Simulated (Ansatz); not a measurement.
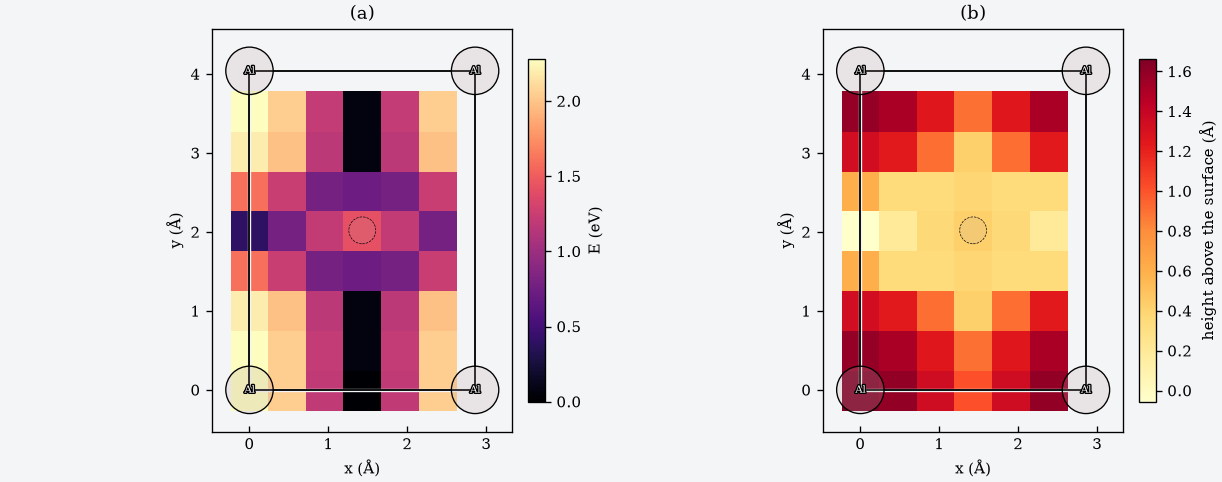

O on an Al(110) slab cut from the Fm-3m phase, its upper half relaxed before the scan (16 atoms of substrate and one adsorbate in a 2 × 2 cell). O is moved over the surface cell; relaxed at each place: the height of the adsorbate's atoms; substrate rigid; the origin of the map has the adsorbate above Al13. Places are given modulo a cell vector. The map is drawn in real space over the plane of the surface. Grid: 6 × 8 points; 20 points were computed and 28 follow by symmetry. Places are given in fractions of the 1 × 1 surface cell. Energies: eV, counted from the lowest grid point. At some places the adsorbate sinks to or below the level of the top layer. Theory: DFT PBE, scalar-relativistic, plane waves, PAW in Ansatz 0.2.0. Settings: cutoff 420 eV, k-mesh 5×4×1, gaussian smearing 0.1 eV, no spin polarisation.

Panel (a) is the energy; panel (b) is the computed height above the surface, in Å.

Drawn: one coloured cell a grid point, labelled circles for the atoms of the top layer and small ones for the second layer, the outline of one cell of the plane.

**How does the height above the surface vary over the map, and what is it at the lowest grid point?**

It runs from −0.06 Å at a place at or below the level of the top layer, (0/6, 4/8) of the cell vectors to 1.66 Å at the top site over a surface Al atom, (0/6, 0/8) of the cell vectors. At the lowest grid point, a bridge site between two Al atoms, (3/6, 0/8) of the cell vectors, it is 1.02 Å.

```tsv
second ↓, first →	0/6	1/6	2/6	3/6	4/6	5/6
7/8	1.58	1.51	1.25	0.90	1.25	1.51
6/8	1.33	1.24	0.91	0.42	0.91	1.24
5/8	0.61	0.35	0.35	0.38	0.35	0.35
4/8	−0.06	0.19	0.37	0.43	0.37	0.19
3/8	0.61	0.35	0.35	0.38	0.35	0.35
2/8	1.33	1.24	0.91	0.42	0.91	1.24
1/8	1.58	1.51	1.25	0.90	1.25	1.51
0/8	1.66	1.59	1.35	1.02	1.35	1.59
```

PAW datasets: the set soft_1.
